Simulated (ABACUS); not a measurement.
Run report: Li, geometry relaxation (part 2 of 2)

Li (Im-3m, 1 atom in the cell); Kohn-Sham DFT of a periodic cell, OLYP, PseudoDojo NC SR 0.5 PBE standard, no spin polarisation (ABACUS 3.10.1); cutoff 1006.82 eV, 9×9×9 k-mesh, fermi-dirac of 0.05 eV. The structure derives from an entry of the Crystallography Open Database.

Geometry of the input (Å; fractional positions):
```
3.0391  0.0000  0.0000
-1.0130  2.8653  0.0000
-1.0130  -1.4327  2.4814
Li 0.0000  0.0000  0.0000
```

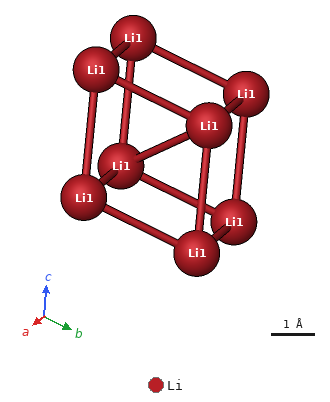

*The geometry at step 1 of the log (ball-and-stick view of the cell of the calculation, seen slightly off an axis; atoms are numbered from 1 in the order of the input).*

Output, continued
```
 SETUP K-POINTS
                                    nspin = 1
                   Input type of k points = Monkhorst-Pack(Gamma)
                                   nkstot = 729
                       right hand lattice = 1
(for reciprocal lattice: )
                             BRAVAIS TYPE = 3
                     BRAVAIS LATTICE NAME = 03. Cubic F (face-centered)
                                    ibrav = 3
                       right hand lattice = 1
(for k-lattice: )
                             BRAVAIS TYPE = 3
                     BRAVAIS LATTICE NAME = 03. Cubic F (face-centered)
                                    ibrav = 3
                       right hand lattice = 1
                        ROTATION MATRICES = 48
                               nkstot_ibz = 35
K-POINTS REDUCTION ACCORDING TO SYMMETRY
     IBZ    DIRECT_X    DIRECT_Y    DIRECT_Z  WEIGHT  ibz2bz
       1  0.00000000  0.00000000  0.00000000  0.0014       0
       2 -0.11111111  0.11111111  0.00000000  0.0165       1
       3 -0.22222222  0.22222222  0.00000000  0.0165       2
       4 -0.33333333  0.33333333  0.00000000  0.0165       3
       5 -0.44444444  0.44444444  0.00000000  0.0165       4
       6 -0.22222222  0.11111111  0.11111111  0.0329      10
       7 -0.11111111 -0.22222222  0.33333333  0.0658      11
       8 -0.44444444  0.33333333  0.11111111  0.0658      12
       9  0.44444444  0.44444444  0.11111111  0.0329      13
      10 -0.22222222 -0.22222222  0.44444444  0.0329      20
      11  0.44444444  0.33333333  0.22222222  0.0658      21
      12  0.33333333  0.33333333  0.33333333  0.0110      30
      13 -0.11111111 -0.11111111  0.33333333  0.0110      91
      14 -0.11111111 -0.22222222  0.44444444  0.0329      92
      15  0.44444444  0.33333333  0.11111111  0.0329      93
      16 -0.11111111  0.11111111  0.11111111  0.0082      98
      17  0.44444444  0.22222222  0.22222222  0.0329     101
      18  0.33333333  0.33333333  0.22222222  0.0329     102
      19 -0.22222222  0.22222222  0.11111111  0.0329     106
      20 -0.33333333  0.33333333  0.11111111  0.0329     114
      21 -0.33333333  0.22222222  0.22222222  0.0329     115
      22 -0.44444444  0.44444444  0.11111111  0.0329     122
      23 -0.44444444  0.33333333  0.22222222  0.0658     123
      24  0.44444444  0.44444444  0.22222222  0.0329     131
      25  0.44444444  0.33333333  0.33333333  0.0329     132
      26  0.22222222  0.22222222  0.33333333  0.0110     182
      27 -0.22222222  0.22222222  0.22222222  0.0082     187
      28 -0.33333333  0.33333333  0.22222222  0.0329     195
      29 -0.44444444  0.44444444  0.22222222  0.0329     203
      30 -0.44444444  0.33333333  0.33333333  0.0329     204
[... 5 further k points ...]

                               nkstot now = 35
[... K-POINTS DIRECT COORDINATES: 35 rows ...]

           k-point number in this process = 9
       minimum distributed K point number = 8
[... stars of the k points ...]

[... K-POINTS CARTESIAN COORDINATES: 9 rows ...]

[... K-POINTS DIRECT COORDINATES: 9 rows ...]

 SETUP PLANE WAVES FOR WAVE FUNCTIONS
     energy cutoff for wavefunc (unit:Ry) = 74
              fft grid for wave functions = [ 32, 32, 32 ]
                    number of plane waves = 2171
                         number of sticks = 229

 PARALLEL PW FOR WAVE FUNCTIONS
     PROC   COLUMNS(POT)             PW
        1            229           2171
 --------------- sum -------------------
        1            229           2171

 SETUP NONLOCAL PSEUDOPOTENTIALS IN PLANE WAVE BASIS
 Li non-local projectors:
 projector 1 L=0
 projector 2 L=0
 projector 3 L=1
 projector 4 L=1
      TOTAL NUMBER OF NONLOCAL PROJECTORS = 8

 Init Non-Local PseudoPotential table :
 Init Non-Local-Pseudopotential done.

                                     npwx = 1512

 Make real space PAO into reciprocal space.
       max mesh points in Pseudopotential = 1001
     dq(describe PAO in reciprocal space) = 0.01
                                    max q = 1037

 number of pseudo atomic orbitals for Li is 2
WARNING: norm of atomic wavefunction # 2 of atomic type Li is 0.997717, renormalized

 -------------------------------------------
 SELF-CONSISTENT
 -------------------------------------------
                                 init_chg = atomic

 PW ALGORITHM --------------- ION=   1  ELEC=   1--------------------------------
 Notice: Threshold on eigenvalues was too large.
 hsover_error=0.03 > DRHO=0.000249781
 Origin diag ethr = 0.01
 New diag ethr = 8.32604e-06

 Density error is 0.000250933884551
                          Error Threshold = 8.32603511147e-06
----------------------------------------------------------
     Energy           Rydberg                 eV
----------------------------------------------------------
 E_KohnSham     -14.4577887807       -196.7083078983
 E_Harris       -14.4871136962       -197.1072938426
 E_Fermi        0.0868516885         1.1816778442
----------------------------------------------------------

 PW ALGORITHM --------------- ION=   1  ELEC=   2--------------------------------

 Density error is 3.44360466912e-05
                          Error Threshold = 8.36446281837e-06
----------------------------------------------------------
     Energy           Rydberg                 eV
----------------------------------------------------------
 E_KohnSham     -14.4577739351       -196.7081059126
 E_Harris       -14.4684674551       -196.8535987169
 E_Fermi        0.0852028550         1.1592443141
----------------------------------------------------------

 PW ALGORITHM --------------- ION=   1  ELEC=   3--------------------------------

 Density error is 6.34909554072e-09
                          Error Threshold = 1.14786822304e-06
----------------------------------------------------------
     Energy           Rydberg                 eV
----------------------------------------------------------
 E_KohnSham     -14.4577752662       -196.7081240238
 E_KS(sigma->0) -14.4575881269       -196.7055778628
 E_Harris       -14.4576508316       -196.7064310048
 E_band         -6.7733815738        -92.1565841313
 E_one_elec     -9.6763258250        -131.6531669241
 E_Hartree      3.6260520670         49.3349693560
 E_xc           -3.3967883091        -46.2156759040
 E_Ewald        -5.0103389205        -68.1691582297
 E_entropy(-TS) -0.0003742786        -0.0050923221
 E_descf        0.0000000000         0.0000000000
 E_exx          0.0000000000         0.0000000000
 E_Fermi        0.0842426851         1.1461805315
----------------------------------------------------------

 charge density convergence is achieved
 final etot is -196.70812402 eV
 EFERMI = 1.1461805315 eV

 STATE ENERGY(eV) AND OCCUPATIONS    NSPIN == 1
 1/9 kpoint (Cartesian) = 0.0000 0.0000 0.0000 (1505 pws)
       1       -45.9836     0.00274348
       2       -2.40156     0.00274348
       3        15.7056        0.00000
       4        15.7056        0.00000
       5        15.7056        0.00000
       6        20.3181        0.00000

 2/9 kpoint (Cartesian) = -0.037089 0.026226 0.0000 (1499 pws)
       1       -45.9817      0.0329218
       2       -2.16732      0.0329218
       3        14.1008        0.00000
       4        14.7127        0.00000
       5        15.2971        0.00000
       6        18.2895        0.00000

 3/9 kpoint (Cartesian) = -0.074177 0.052451 0.0000 (1501 pws)
       1       -45.9768      0.0329218
       2       -1.46465      0.0329218
       3        10.6400    1.13610e-84
       4        13.2288        0.00000
       5        14.3490        0.00000
       6        16.5396        0.00000

 4/9 kpoint (Cartesian) = -0.11127 0.078677 0.0000 (1492 pws)
       1       -45.9712      0.0329218
       2      -0.312115      0.0329218
       3        7.33317    5.99695e-56
       4        12.1250        0.00000
       5        13.4632        0.00000
       6        15.3077        0.00000

 5/9 kpoint (Cartesian) = -0.14835 0.10490 0.0000 (1500 pws)
       1       -45.9675      0.0329218
       2        1.08118      0.0258706
       3        4.82297    3.81350e-34
       4        11.5559        0.00000
       5        12.9705        0.00000
       6        14.6904        0.00000

 6/9 kpoint (Cartesian) = -0.074177 0.013113 0.022712 (1503 pws)
       1       -45.9782      0.0658436
       2       -1.69812      0.0658436
       3        12.3036        0.00000
       4        12.6868        0.00000
       5        14.1326        0.00000
       6        17.7668        0.00000

[... levels at 3 further k points ...]

------------------------------------------------------------------------------------------
 TOTAL-FORCE (eV/Angstrom)
------------------------------------------------------------------------------------------
                       Li1         0.0000000000         0.0000000000         0.0000000000
------------------------------------------------------------------------------------------

----------------------------------------------------------------
 TOTAL-STRESS (KBAR)
----------------------------------------------------------------
         0.1620408559        -0.0000000000        -0.0000000000
        -0.0000000000         0.1620408559        -0.0000000000
        -0.0000000000        -0.0000000000         0.1620408558
----------------------------------------------------------------
 TOTAL-PRESSURE: 0.162041 KBAR

 --------------------------------------------
 !FINAL_ETOT_IS -196.7081240238238138 eV
 --------------------------------------------
```

File opt.log
```
       Step          Energy          fmax
LBFGS:    0     -196.706796        0.072511
LBFGS:    1     -196.706997        0.067278
LBFGS:    2     -196.708124        0.002093
```

Standard output
```
ABACUS v3.10.1

               Atomic-orbital Based Ab-initio Computation at UStc

 dft_functional readin is: GGA_X_OPTX+GGA_C_LYP
 dft_functional in pseudopot file is: PBE
 Please make sure this is what you need

%%%%%%%%%%%%%%%%%%%%%%%%%%%%%%%%%%%%%%%%%%%%%%%%%%%%%%%%%%%%%%%%%%%%%%%%%%%%%%%%%%%%%%%%%%%%%%%%%%%%%%%%%
 Warning: the number of valence electrons in pseudopotential > 1 for Li: [He] 2s1
 Pseudopotentials with additional electrons can yield (more) accurate outcomes, but may be less efficient.
 If you're confident that your chosen pseudopotential is appropriate, you can safely ignore this warning.
%%%%%%%%%%%%%%%%%%%%%%%%%%%%%%%%%%%%%%%%%%%%%%%%%%%%%%%%%%%%%%%%%%%%%%%%%%%%%%%%%%%%%%%%%%%%%%%%%%%%%%%%%

 UNIFORM GRID DIM        : 32 * 32 * 32
 UNIFORM GRID DIM(BIG)   : 32 * 32 * 32

 OPTX untested please test,
 OPTX untested please test,
 OPTX untested please test,func,idGGA_X_OPTX 110
func,idGGA_C_LYP 131

 ---------------------------------------------------------
 Self-consistent calculations for electrons
 ---------------------------------------------------------
 SPIN    KPOINTS         PROCESSORS  THREADS
 1       35              4           4
 ---------------------------------------------------------
 Use plane wave basis
 ---------------------------------------------------------
 ELEMENT NATOM       XC
 Li      1
 ---------------------------------------------------------
 Initial plane wave basis and FFT box
 ---------------------------------------------------------
 -------------------------------------------
 SELF-CONSISTENT :
 -------------------------------------------
 START CHARGE      : atomic
 ITER       ETOT/eV          EDIFF/eV         DRHO     TIME/s
 DA1     -1.96708308e+02   0.00000000e+00   2.5093e-04   0.24
 DA2     -1.96708106e+02   2.01985663e-04   3.4436e-05   0.06
 DA3     -1.96708124e+02  -1.81112166e-05   6.3491e-09   0.08
----------------------------------------------------------------
 TOTAL-STRESS (KBAR)
----------------------------------------------------------------
         0.1620408559        -0.0000000000        -0.0000000000
        -0.0000000000         0.1620408559        -0.0000000000
        -0.0000000000        -0.0000000000         0.1620408558
----------------------------------------------------------------
 TOTAL-PRESSURE: 0.162041 KBAR
```

Trajectory as extended XYZ (Å, eV, eV/Å), 3 frames, from step=0 to step=2
```
1
Lattice="3.0391 0.0000 0.0000 -1.0130 2.8653 0.0000 -1.0130 -1.4327 2.4815" Properties=species:S:1:pos:R:3:forces:R:3 step=0 energy=-196.70680 pressure_GPa=-0.54
Li    0.0000    0.0000    0.0000    0.0000   0.0000   0.0000
1
Lattice="3.0360 0.0000 0.0000 -1.0120 2.8624 0.0000 -1.0120 -1.4312 2.4789" Properties=species:S:1:pos:R:3:forces:R:3 step=1 energy=-196.70700 pressure_GPa=-0.50
Li    0.0000    0.0000    0.0000    0.0000   0.0000   0.0000
1
Lattice="2.9958 0.0000 0.0000 -0.9986 2.8245 0.0000 -0.9986 -1.4122 2.4461" Properties=species:S:1:pos:R:3:forces:R:3 step=2 energy=-196.70812 pressure_GPa=0.02
Li    0.0000    0.0000    0.0000    0.0000   0.0000   0.0000
```

Results in brief

- outcome: converged
- space group (tolerance 0.01 Å): Im-3m (229)
- electrons treated: 3
- free energy: −196.7081 eV
- Fermi energy: 1.146 eV
- gap on the k-point mesh: none (metallic)
- pressure: 0.02 GPa
- final volume: 20.70 Å³
- largest force (length of the vector) at the end: under 0.001 eV/Å
- final cell: a = 2.996 Å, b = 2.996 Å, c = 2.996 Å, α = 109.47°, β = 109.47°, γ = 109.47°
- wall time: 3.1 s (CPU time 9.2 s)
- peak memory: 0.36 GiB
